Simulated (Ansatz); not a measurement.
# A series of single points on Ca

System: Ca (1 atom in the cell).
Method: DFT PBEsol, scalar-relativistic, plane waves, PAW, no spin polarisation (Ansatz 0.2.0).

The 5 runs differ only in the geometry, by a strain of the cell at fixed fractional positions. Against run 3, the strain is εzz = η. The structure derives from an entry of the Crystallography Open Database.

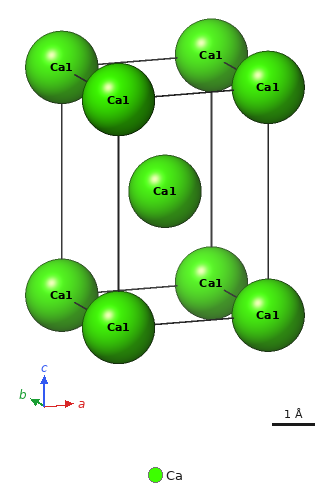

Figure 1. The structure of run 3 (spheres-only view of the cell 2 times as large as that of the calculation, set on its symmetry axes, seen slightly off an axis; atoms are numbered from 1 in the order of the input).

### Input of run 3
```yaml
crystal:
  lattice:
    - [0.0, 2.710374, 2.7942]
    - [2.710374, 0.0, 2.7942]
    - [2.710374, 2.710374, 0.0]
  atoms:
    - { symbol: Ca, position: [0.0, 0.0, 0.0] }
basis:
  ecutwfc: 420
kpoints:
  mp_grid: { grid: [14, 14, 14] }
hamiltonian:
  xc: pbesol
scf:
  occupations: { method: gaussian, width: 0.15 }
output:
  forces: true
  stress: true
  eigenvalues: true
```

Run 4 differs from it as follows:
```diff
-    - [0.0, 2.710374, 2.7942]
-    - [2.710374, 0.0, 2.7942]
+    - [0.0, 2.710374, 2.836113]
+    - [2.710374, 0.0, 2.836113]
```

### Results, with one run withheld

```tsv
run	strain parameter η (%)	free energy per atom, from the lowest run given (meV)	pressure (GPa)
1	−3.0000	0.62	0.35
2	−1.5000	0.00	0.06
3	0.0000	0.81	−0.21
4	1.5000	?	?
5	3.0000	6.62	−0.70
```

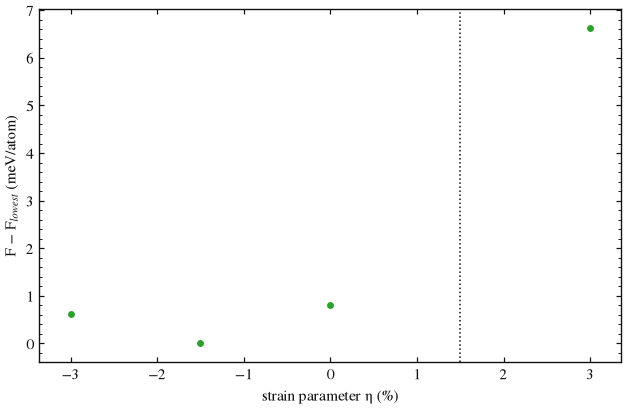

Figure 2. Free energy per atom of the runs given; the dotted line marks run 4.

Estimate the energy of run 4 from the others.

A quadratic polynomial in the coordinate, fitted to the 4 runs given, misses them by at most 0.01 meV per atom. With x = η + 0.3750, it reads F = 0.4733 + 0.76606 x + 0.31273 x² (meV per atom). At run 4 it gives 3.01 meV per atom, and the run itself gives 3.03. The fit has its minimum at η = −1.5998 %.

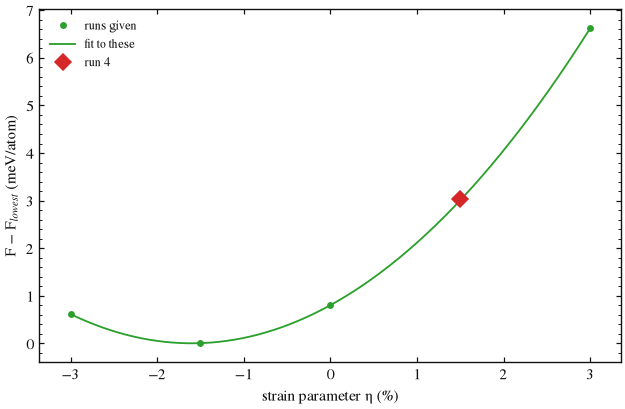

Figure 3. The fit and the withheld run.

### Output, shortened to warnings, some set-up lines, iterations and results (run 4)
```
Basis set: ecut = 420 eV, 805 PW (Γ), exchange–correlation on 54×54×54 points (8 copies of the dense FFT grid, shifted against one another)
Symmetry: 16 space group operations
k-points: 244 of 2744
Initial density: superposition of atomic densities (neutral atoms: chi_scale 0, normalization atom), corrected by the library's trained network
[...]
SCF iter   1: F=—  HF=-1793.737744 eV  |F-HF|=—  |Δ(HF+E_count)|=         —  Δρ=2.10e-3  dr2=1.72e-3  ethr=1.77e-3  ⟨swp⟩=5.5  Hψ=17420  notcnv=0
SCF iter   2: F=—  HF=-1793.737213 eV  |F-HF|=—  |Δ(HF+E_count)|=   5.30e-4  Δρ=9.57e-4  dr2=3.77e-4  ethr=1.72e-5  ⟨swp⟩=2.2  Hψ=5184  notcnv=0
SCF iter   3: F=—  HF=-1793.737094 eV  |F-HF|=—  |Δ(HF+E_count)|=   1.19e-4  Δρ=1.45e-4  dr2=6.25e-6  ethr=3.77e-6  ⟨swp⟩=2.6  Hψ=3466  notcnv=0
SCF iter   4: F=—  HF=-1793.737095 eV  |F-HF|=—  |Δ(HF+E_count)|=   2.40e-7  Δρ=2.59e-5  dr2=4.66e-7  ethr=6.25e-8  ⟨swp⟩=2.5  Hψ=3438  notcnv=0
SCF iter   5: F=-1793.737094 eV  HF=-1793.737094 eV  |F-HF|=2.57e-8  |Δ(HF+E_count)|=   2.11e-7  Δρ=7.16e-6  dr2=3.96e-8  ethr=4.66e-9  ⟨swp⟩=2.6  Hψ=3495  notcnv=0
SCF iter   6: F=-1793.737094 eV  HF=-1793.737094 eV  |F-HF|=8.19e-12  |Δ(HF+E_count)|=   1.54e-8  Δρ=3.26e-7  dr2=1.61e-11  ethr=3.96e-10  ⟨swp⟩=2.1  Hψ=7669  notcnv=0
SCF 1 converged in 6 iterations: F = -1793.737094 eV  dr2 = 1.61e-11
SCF converged after 6 iterations
Free energy (F): -1793.737094 eV
Harris-Foulkes:  -1793.737094 eV  (|F-HF|=8.19e-12)
Internal energy: -1793.722049 eV  (E = F + TS)
E sigma→0 (E₀):  -1793.729572 eV
Entropy (-TS):   -0.015046 eV (-15.046 meV/atom)
Fermi energy:    4.960242 eV
--- Per-component energies (eV) ---
  E_band       = -173.942236
  E_kinetic    = 275.256543
  E_local      = -845.196514  (includes V_loc(G=0)·N_el)
  E_nonlocal   = 64.685060
  E_hartree    = 282.114416
  E_xc         = -134.191526
  E_vxc        = -168.122866  (∫ρ·V_xc dr)
  E_paw        = -836.708980  (= ΣΔE_a)
  E_vpaw       = -64.793291  (= ΣTr[D̂ρ^β])
  E_aug_tail   = -0.000006  (compensation charges beyond the density's cutoff)
  E_ewald      = -599.799836
  E_core_change = 0.118794  (= ΣΔE_core)
  E_smearing   = -0.015046  (= −TS)
  E_closure    = 0.000000  (closes the sum)
  Σ components = -1793.737094   (vs F -1793.737094, Δ=0.00e0)
--- Forces (eV/Å), atoms counted from 1 ---
  atom   1  Ca     0.00000000     0.00000000    -0.00000000
  max |Σ_I F_I| component: 9.86e-32 eV/Å
--- Stress (GPa, compression-positive) ---
       -0.309781       0.000000       0.000000
        0.000000      -0.309781       0.000000
        0.000000       0.000000      -0.757535
  P = ⅓ Tr σ = -0.4590 GPa (-4.590 kbar)
```
